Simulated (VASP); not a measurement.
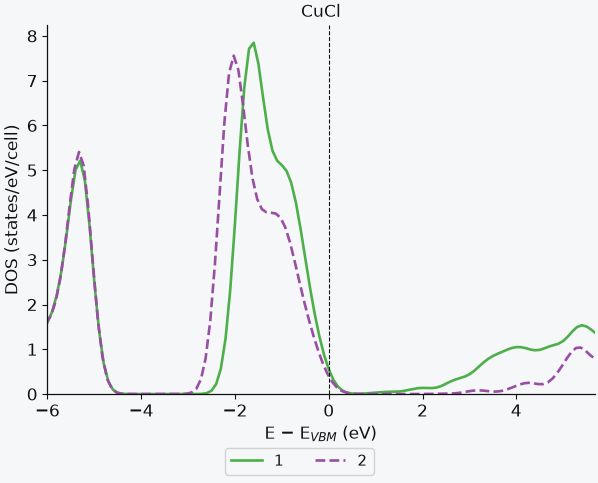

Total densities of states of zincblende CuCl, space group F-43m, 2 atoms in the primitive cell (cubic a = 5.300 Å), by two methods on the same cell. The DOS curves are built from the levels of the k mesh with Gaussians 0.55 eV wide, which also blur the band edges; ripples of that width can come from the mesh. Each is counted from its own valence-band top.

Which curve is which? The methods: PBE, HSE06.

1 is PBE; 2 is HSE06. PBE gives a gap of 0.67 eV and HSE06 gives a gap of 2.44 eV.

Settings. PBE: VASP PAW PBE potentials, release 64 (Cu, Cl), no spin polarisation, no spin-orbit coupling, 10×10×10 k mesh, 520 eV cutoff, Gaussian smearing of 0.03 eV (VASP 6.6.1). HSE06: VASP PAW PBE potentials, release 64 (Cu, Cl), no spin polarisation, no spin-orbit coupling, 8×8×8 k mesh, 520 eV cutoff, Gaussian smearing of 0.03 eV (VASP 6.6.1).

Gaps are the smallest over all k points computed. The cell is at 4 GPa in HSE06 and 4 GPa in PBE. The cell was derived from a database entry in an earlier step, so it needn't be the measured one. HSE06: the PAW data sets were made with another functional. LDA, GGA and most meta-GGA functionals understate gaps.
